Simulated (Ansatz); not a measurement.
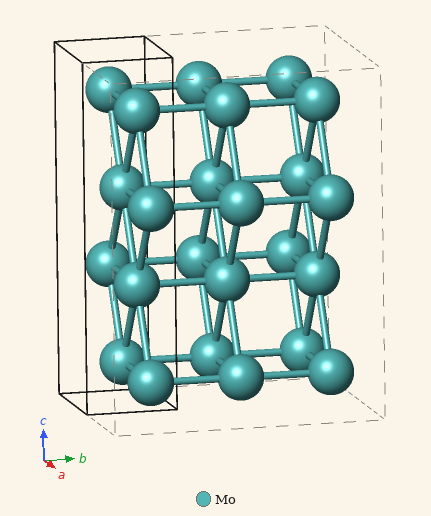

Structure drawing (ball-and-stick), viewed slightly off an axis. Shown are 2×3×1 repeats of the conventional unit cell, one of them outlined in solid lines. Cell: a = 2.742 Å, b = 2.492 Å, c = 9.511 Å, α = 90.00°, β = 92.75°, γ = 90.00°.

- The element is molybdenum.
- The symmetry is that of P2/m (No. 10), on a primitive monoclinic lattice.
- The cell holds four atoms.
- Numbers of contacts at bonding distance: Mo 7 to 8 (mean 7.5). Not all metal-metal contacts are counted.

The model was built from a structure listed in the Materials Project. The cell was then strained or its atoms displaced on purpose. It went into a calculation with Ansatz.
